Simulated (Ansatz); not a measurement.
SiC

Input

```
crystal:
  lattice:
    - [3.0753564236, 0.0607382894, 0.0]
    - [-1.4850773102, 2.6329676438, 0.0]
    - [0.0, 0.0, 5.0481087552]
  atoms:
    - { symbol: Si, position: [0.3327138883, 0.6665824148, 0.4996034043] }
    - { symbol: Si, position: [0.6672861117, 0.3334175852, 0.9996034043] }
    - { symbol: C, position: [0.3280768777, 0.6671258015, 0.8753965957] }
    - { symbol: C, position: [0.6719231223, 0.3328741985, 0.3753965957] }
kpoints:
  mp_grid: { grid: [6, 6, 4] }
  band_path:
    path:
      - [0.0, 0.0, 0.0]
      - [0.5, 0.0, 0.0]
      - [0.3333333333, 0.3333333333, 0.0]
      - [0.0, 0.0, 0.5]
      - [0.5, 0.0, 0.5]
      - [0.3333333333, 0.3333333333, 0.5]
      - [0.333333, 0.341146, 0.0]
    npoints: 1
hamiltonian:
  xc: hse06
scf:
  occupations: { method: fixed }
  n_extra_bands: 5
output:
  forces: true
  stress: true
  eigenvalues: true
  write_density: true
  write_potential: true
  elf: true
  volumetric_format: npy
```

Run with:

```sh
ansatz run input.yaml --threads 4 --pin off --max-ram 5529MiB --backend cpu --events-out ev --progress --plain --runs-dir out
```

Below, planes, directions and counts refer to the conventional cell (a = 3.02 Å, b = 5.05 Å, c = 3.08 Å, α = 90.00°, β = 118.29°, γ = 90.00°).

Space group P2₁; a structure from a database of computed crystals, not necessarily the ambient phase; started from the database structure prototype, which need not be the ambient phase; changed on purpose from its base cell (shear xy strain +4.0%).

Computed with Ansatz, DFT, HSE06, plane waves, PAW.

Q: What can the converged valence pseudo-density and electron localisation function tell about the bonding?

A: Si–C (1.87 Å): the density is about 0.92 e/Å³ at the midpoint; the ELF peaks at about 0.95 between the atoms: a shared electron pair.

Q: Does the calculation make it a metal, or give it a gap?

A: It is gapped, with a Kohn–Sham gap of 3.0 eV on the k-point mesh, an upper bound to the gap of this method.

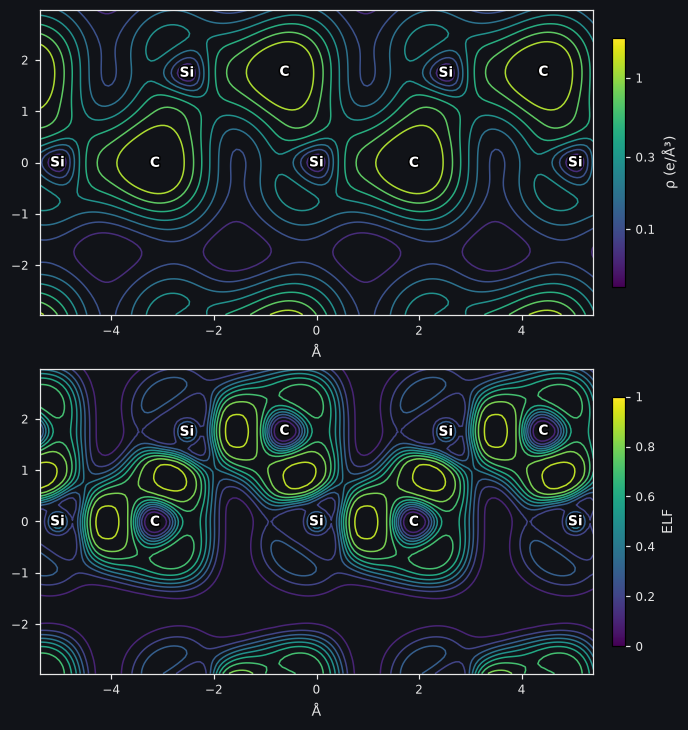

Computed valence pseudo-density and electron localisation function on the (101) plane of the conventional cell, in this order. 

The density is the valence pseudo-density of a PAW calculation; it isn't the true density close to the nuclei.
